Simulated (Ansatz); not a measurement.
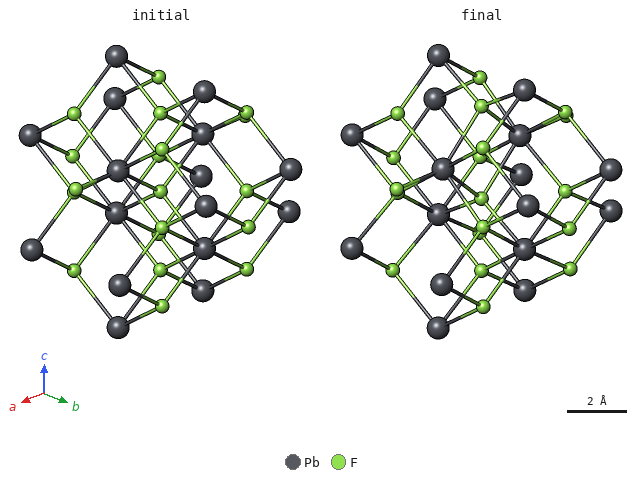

The structure of a defect cell of composition Pb8F15 (cell charge +1) before (left) and after (right) a relaxation, at one scale.

The picture is a ball-and-stick view of the atoms within 5.0 Å of the atom that moves most (axes of the conventional cell (2 times the calculation's cell) (origin shifted)), seen from a free direction. Lengths and directions refer to the drawn axes.

Theory: DFT PBEsol, scalar-relativistic, plane waves, PAW; settings changed (Ansatz).

Input
```yaml
crystal:
  lattice:
    - [0.0, -5.8988066294, -5.8988066294]
    - [-5.8988066294, -5.8988066294, 0.0]
    - [-5.8988066294, 0.0, -5.8988066294]
  atoms:
    - { symbol: Pb, position: [0.5, 0.0, 0.0] }
    - { symbol: Pb, position: [0.5, 0.5, 0.0] }
    - { symbol: Pb, position: [0.5, 0.0, 0.5] }
    - { symbol: Pb, position: [0.5, 0.5, 0.5] }
    - { symbol: Pb, position: [1.0, 0.0, 0.0] }
    - { symbol: Pb, position: [1.0, 0.5, 0.0] }
    - { symbol: Pb, position: [1.0, 0.0, 0.5] }
    - { symbol: Pb, position: [1.0, 0.5, 0.5] }
    - { symbol: F, position: [0.375, 0.875, 0.375] }
    - { symbol: F, position: [0.375, 0.375, 0.875] }
    - { symbol: F, position: [0.375, 0.875, 0.875] }
    - { symbol: F, position: [0.875, 0.375, 0.375] }
    - { symbol: F, position: [0.875, 0.875, 0.375] }
    - { symbol: F, position: [0.875, 0.375, 0.875] }
    - { symbol: F, position: [0.875, 0.875, 0.875] }
    - { symbol: F, position: [0.125, 0.125, 0.125] }
    - { symbol: F, position: [0.25, 0.5, 0.25] }
    - { symbol: F, position: [0.125, 0.125, 0.625] }
    - { symbol: F, position: [0.125, 0.625, 0.625] }
    - { symbol: F, position: [0.625, 0.125, 0.125] }
    - { symbol: F, position: [0.625, 0.625, 0.125] }
    - { symbol: F, position: [0.625, 0.125, 0.625] }
    - { symbol: F, position: [0.625, 0.625, 0.625] }
total_charge: 1
basis:
  ecutwfc: 420
kpoints:
  mp_grid: { grid: [4, 4, 4] }
hamiltonian:
  xc: pbesol
scf:
  occupations: { method: tetrahedron_uncorrected }
  mixing: { preconditioner: none }
output:
  forces: true
  eigenvalues: true
  stress: true
relax:
  adjacent_minimum: "off"
  f_tol: 0.02
  max_steps: 60
  escape_saddle: false
```

Command:
```bash
ansatz run input.yaml --threads 4 --pin off --max-ram 9216MiB --backend cpu --events-out ev --progress --plain --runs-dir out
```

Describe what moved and what it gained.

After 4 geometry steps the energy has fallen by 0.838 eV per cell of the calculation. The largest force component goes from 2.2 to 0.0067 eV/Å. The largest moves, 0.26 Å, are those of F14 and F23. F14 goes along −c. By element the largest moves are F 0.26 Å, Pb 0.19 Å. The cell stays as it was. Some distances before and after: Pb2–F17 2.086 → 2.276 Å, Pb3–F23 2.554 → 2.396 Å, Pb1–F10 2.554 → 2.612 Å, Pb5–F16 2.554 → 2.506 Å. Bond angles that change, for instance: Pb5–F14–Pb6 109.5° → 116.8°, F10–Pb2–F21 180.0° → 173.9°, Pb1–F15–Pb7 109.5° → 106.0°. The run took 60 s on 4 threads of Arm Neoverse V2 (shared host), peak memory 1.7 GiB.

Limits of the set-up: the periodic images lie only 8.3 Å apart, so the values are limited by the cell's size; the cell is charged, on a uniform background, and energies carry no finite-size correction.
